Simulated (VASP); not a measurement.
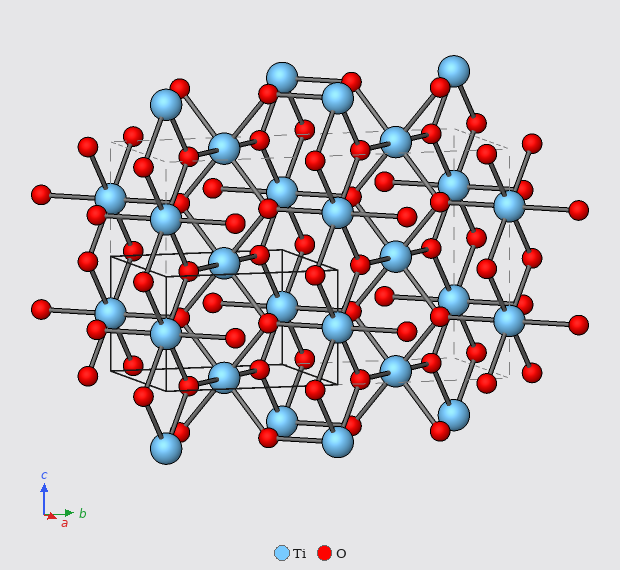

TiO2 (space group P4_2/mnm, No. 136): the end point of a relaxation with VASP Kohn-Sham DFT of a periodic cell, PBE, VASP PAW PBE potentials, soft (VASP).

Bonds are taken as O–Ti below 2.3 Å. The graph is simplified in the usual way: terminal and isolated atoms are pruned, two-connected atoms become edges.

Q: What kind of net remains, and which atoms are its nodes?

A: A binodal (3,6)-connected, three-periodic net: O is a 3-connected node; Ti is a 6-connected node, in the ratio 2:1.

Q: Which named net is it?

A: It is the rtl net, known from rutile.

Q: Is the net interpenetrated?

A: It is a single net, without interpenetration.

Q: Give the first five terms of the coordination sequence (nodes one, two, three … edges away).

A: O: 3, 14, 19, 62, 51; Ti: 6, 10, 38, 34, 102.

The simplified net, drawn on the atoms' positions. Nodes are coloured by element. Short stubs are edges that leave the cut-out.

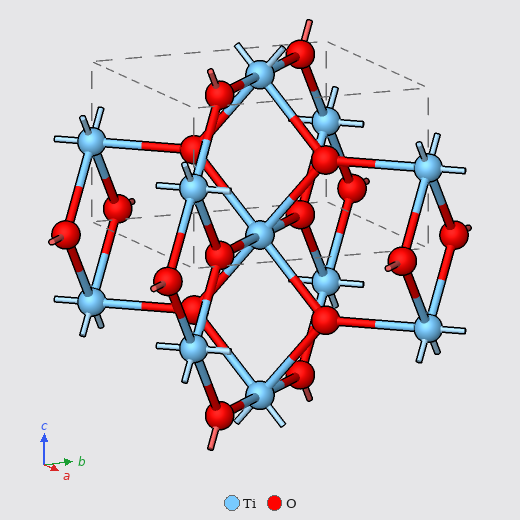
